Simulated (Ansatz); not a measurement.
# BAs: a changed input and its effect

System: BAs (F-43m, 2 atoms in the cell).
Method of the first run: DFT, LDA, PAW with Ansatz's default frozen-core files, scalar-relativistic, no spin polarisation (Ansatz 0.2.0).

Its volume is 0.72 times that of the source entry. Text and figures count atoms from 1; the logs count them from 0 in places.

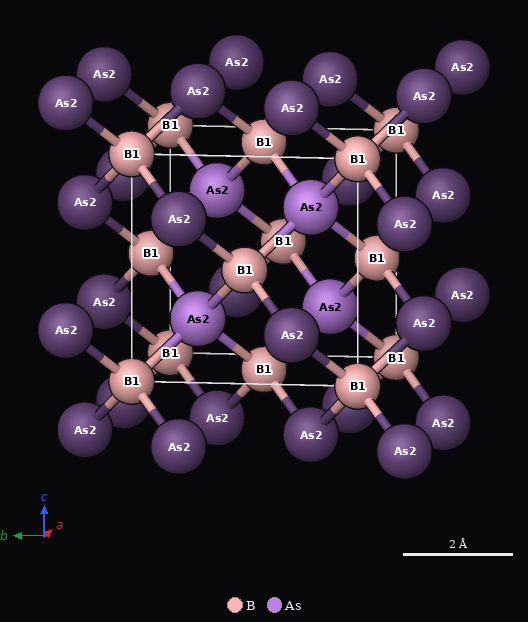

The structure (ball-and-stick view of the cell 4 times as large as that of the calculation, set on its symmetry axes, seen at an oblique angle; neighbours outside the cell are drawn fainter; atoms are numbered from 1 in the order of the input). An atom can appear more than once, as a periodic image.

### Input file, the first run
```yaml
crystal:
  lattice:
    - [0.0, 2.1208532966, 2.1208532966]
    - [2.1208532966, 0.0, 2.1208532966]
    - [2.1208532966, 2.1208532966, 0.0]
  atoms:
    - { symbol: B, position: [0.0, 0.0, 0.0] }
    - { symbol: As, position: [0.25, 0.25, 0.25] }
kpoints:
  mp_grid: { grid: [15, 15, 15] }
scf:
  occupations: { method: fermi_dirac, width: 0.05 }
hamiltonian:
  xc: lda
  pseudopotentials: { kind: paw }
output:
  forces: true
  stress: true
  eigenvalues: true
  populations: true
```

Command:
```bash
ansatz run input.yaml --threads 1 --pin off --max-ram 2048MiB --backend cpu --events-out ev --progress --plain --runs-dir out
```

Hardware: 1 thread of Arm Neoverse V2, 112 GiB of memory available, shared host.

### Output, shortened to warnings, some set-up lines, iterations and results (the first run)
```
Basis set: ecut = 420 eV, 339 PW (Γ)
Symmetry: 24 space group operations
k-points: 120 of 3375 (time reversal used)
Initial density: superposition of atomic densities (neutral atoms: chi_scale 0, normalization atom), corrected by the library's trained network
[...]
SCF iter   1: F=—  HF=-4921.900702 eV  |F-HF|=—  |Δ(HF+E_count)|=         —  Δρ=8.19e-3  dr2=5.61e-3  ethr=1.77e-3  ⟨swp⟩=4.7  Hψ=8904  notcnv=0
SCF iter   2: F=—  HF=-4921.898710 eV  |F-HF|=—  |Δ(HF+E_count)|=   1.99e-3  Δρ=3.51e-3  dr2=8.44e-4  ethr=3.12e-5  ⟨swp⟩=1.6  Hψ=2675  notcnv=0
SCF iter   3: F=—  HF=-4921.898467 eV  |F-HF|=—  |Δ(HF+E_count)|=   2.43e-4  Δρ=6.20e-4  dr2=4.22e-5  ethr=4.69e-6  ⟨swp⟩=2.1  Hψ=2644  notcnv=0
SCF iter   4: F=—  HF=-4921.898454 eV  |F-HF|=—  |Δ(HF+E_count)|=   1.28e-5  Δρ=1.58e-4  dr2=2.08e-6  ethr=2.35e-7  ⟨swp⟩=2.8  Hψ=2591  notcnv=0
SCF iter   5: F=—  HF=-4921.898454 eV  |F-HF|=—  |Δ(HF+E_count)|=   1.46e-7  Δρ=2.09e-5  dr2=2.13e-8  ethr=1.15e-8  ⟨swp⟩=2.0  Hψ=2637  notcnv=0
SCF iter   6: F=-4921.898454 eV  HF=-4921.898454 eV  |F-HF|=1.73e-11  |Δ(HF+E_count)|=   2.91e-8  Δρ=3.98e-6  dr2=1.03e-9  ethr=1.18e-10  ⟨swp⟩=5.0  Hψ=7069  notcnv=0
SCF 1 converged in 6 iterations: F = -4921.898454 eV  dr2 = 1.03e-9
SCF converged after 6 iterations
Free energy (F): -4921.898454 eV
Harris-Foulkes:  -4921.898454 eV  (|F-HF|=1.73e-11)
Internal energy: -4921.898453 eV  (E = F + TS)
E sigma→0 (E₀):  -4921.898453 eV
Entropy (-TS):   -0.000001 eV (-0.001 meV/atom)
Fermi energy:    17.860882 eV
--- Per-component energies (eV) ---
  E_band       = -117.521269
  E_kinetic    = 171.552271
  E_local      = -1377.299645  (includes V_loc(G=0)·N_el)
  E_nonlocal   = -650.437450
  E_hartree    = 821.772675
  E_xc         = -117.893564
  E_vxc        = -126.620641  (∫ρ·V_xc dr)
  E_paw        = -1828.150061  (= ΣΔE_a)
  E_vpaw       = 221.738515  (= ΣTr[D̂ρ^β])
  E_aug_tail   = 0.000005  (compensation charges beyond the density's cutoff)
  E_ewald      = -1943.563747
  E_core_change = 2.121064  (= ΣΔE_core)
  E_smearing   = -0.000001  (= −TS)
  E_closure    = 0.000000  (closes the sum)
  Σ components = -4921.898454   (vs F -4921.898454, Δ=0.00e0)
--- Forces (eV/Å), atoms counted from 1 ---
  atom   1  B      0.00000000     0.00000000    -0.00000000
  atom   2  As     0.00000000    -0.00000000    -0.00000000
  max |Σ_I F_I| component: 6.34e-16 eV/Å
--- Stress (GPa, compression-positive) ---
       92.272813       0.000000      -0.000000
        0.000000      92.272813       0.000000
       -0.000000       0.000000      92.272813
  P = ⅓ Tr σ = 92.2728 GPa (922.728 kbar)
--- Löwdin populations: 2 sites ---
  site symbol       q [e]
     0      B      3.8251
     1     As     14.1336
  spilling = 0.002295 (of n_electrons = 18.000000)
```

The input of the second run differs as follows (lines with − go, lines with + come):
```diff
-  populations: true
+basis:
+  ecutwfc: 1000
```

How does the second run compare with the first run?

The free energy of the second run is 2.1 meV per atom lower, which measures how much it depends on this numerical setting. More plane waves can only lower the energy of a fixed Hamiltonian, so the higher cutoff gives the lower value. The number of SCF iterations is the same. The plane waves at Γ go from 339 to 1363. On the same kind of shared host the second run took about 2.3 times as long.

### Output, shortened to warnings, some set-up lines, iterations and results (the second run)
```
Basis set: ecut = 1000 eV, 1363 PW (Γ)
Symmetry: 24 space group operations
k-points: 120 of 3375 (time reversal used)
Initial density: superposition of atomic densities (neutral atoms: chi_scale 0, normalization atom), corrected by the library's trained network
[...]
SCF iter   1: F=—  HF=-4921.904853 eV  |F-HF|=—  |Δ(HF+E_count)|=         —  Δρ=8.23e-3  dr2=5.65e-3  ethr=1.77e-3  ⟨swp⟩=4.5  Hψ=8744  notcnv=0
SCF iter   2: F=—  HF=-4921.902896 eV  |F-HF|=—  |Δ(HF+E_count)|=   1.96e-3  Δρ=3.53e-3  dr2=8.67e-4  ethr=3.14e-5  ⟨swp⟩=2.1  Hψ=2811  notcnv=0
SCF iter   3: F=—  HF=-4921.902638 eV  |F-HF|=—  |Δ(HF+E_count)|=   2.57e-4  Δρ=5.85e-4  dr2=3.00e-5  ethr=4.82e-6  ⟨swp⟩=2.0  Hψ=2641  notcnv=0
SCF iter   4: F=—  HF=-4921.902634 eV  |F-HF|=—  |Δ(HF+E_count)|=   4.06e-6  Δρ=1.28e-4  dr2=1.55e-6  ethr=1.67e-7  ⟨swp⟩=2.0  Hψ=1972  notcnv=0
SCF iter   5: F=—  HF=-4921.902634 eV  |F-HF|=—  |Δ(HF+E_count)|=   1.88e-7  Δρ=1.72e-5  dr2=3.04e-8  ethr=8.62e-9  ⟨swp⟩=2.0  Hψ=2642  notcnv=0
SCF iter   6: F=-4921.902634 eV  HF=-4921.902634 eV  |F-HF|=6.68e-10  |Δ(HF+E_count)|=   7.88e-8  Δρ=4.10e-6  dr2=1.29e-9  ethr=1.69e-10  ⟨swp⟩=5.0  Hψ=7178  notcnv=0
SCF 1 converged in 6 iterations: F = -4921.902634 eV  dr2 = 1.29e-9
SCF converged after 6 iterations
Free energy (F): -4921.902634 eV
Harris-Foulkes:  -4921.902634 eV  (|F-HF|=6.68e-10)
Internal energy: -4921.902633 eV  (E = F + TS)
E sigma→0 (E₀):  -4921.902633 eV
Entropy (-TS):   -0.000001 eV (-0.001 meV/atom)
Fermi energy:    17.859643 eV
--- Per-component energies (eV) ---
  E_band       = -117.572499
  E_kinetic    = 171.519725
  E_local      = -1377.349665  (includes V_loc(G=0)·N_el)
  E_nonlocal   = -650.325152
  E_hartree    = 821.823518
  E_xc         = -117.885723
  E_vxc        = -126.610676  (∫ρ·V_xc dr)
  E_paw        = -1828.242651  (= ΣΔE_a)
  E_vpaw       = 221.546156  (= ΣTr[D̂ρ^β])
  E_aug_tail   = -0.000001  (compensation charges beyond the density's cutoff)
  E_ewald      = -1943.563747
  E_core_change = 2.121064  (= ΣΔE_core)
  E_smearing   = -0.000001  (= −TS)
  E_closure    = 0.000000  (closes the sum)
  Σ components = -4921.902634   (vs F -4921.902634, Δ=0.00e0)
--- Forces (eV/Å), atoms counted from 1 ---
  atom   1  B      0.00000000     0.00000000    -0.00000000
  atom   2  As     0.00000000    -0.00000000     0.00000000
  max |Σ_I F_I| component: 5.60e-16 eV/Å
--- Stress (GPa, compression-positive) ---
       92.245804       0.000000      -0.000000
       -0.000000      92.245804       0.000000
       -0.000000       0.000000      92.245804
  P = ⅓ Tr σ = 92.2458 GPa (922.458 kbar)
```

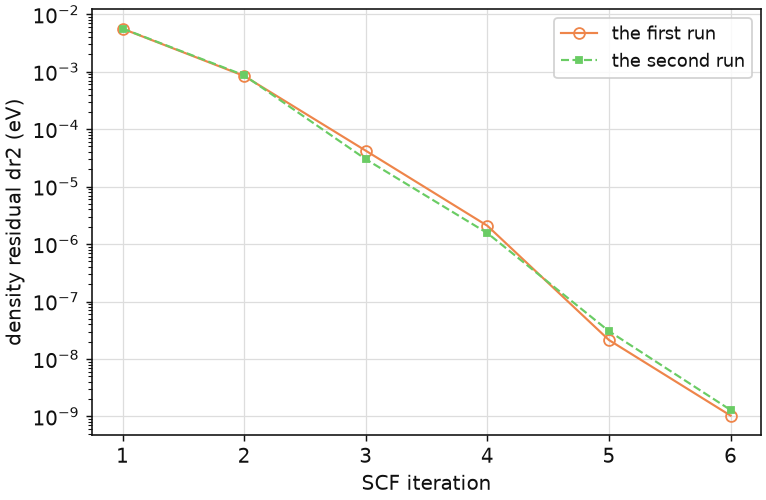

Convergence of the two runs: density residual dr2 against the SCF iteration. The first run takes 6 iterations in all, and the second run takes 6.

### The two runs side by side

| quantity | the first run | the second run |
| --- | --- | --- |
| outcome | converged | converged |
| free energy per atom (eV) | −2460.9492 | −2460.9513 |
| pressure (GPa) | 92.27 | 92.25 |
| largest force (eV/Å) | 0.000 | 0.000 |
| SCF iterations | 6 | 6 |
| irreducible k-points | 120 | 120 |
| plane waves at Γ | 339 | 1363 |
| wall time (shared host) | 3.7 s | 8.6 s |

For both runs: The cell is under a pressure of 92 GPa at this level, so it is not at its equilibrium volume.
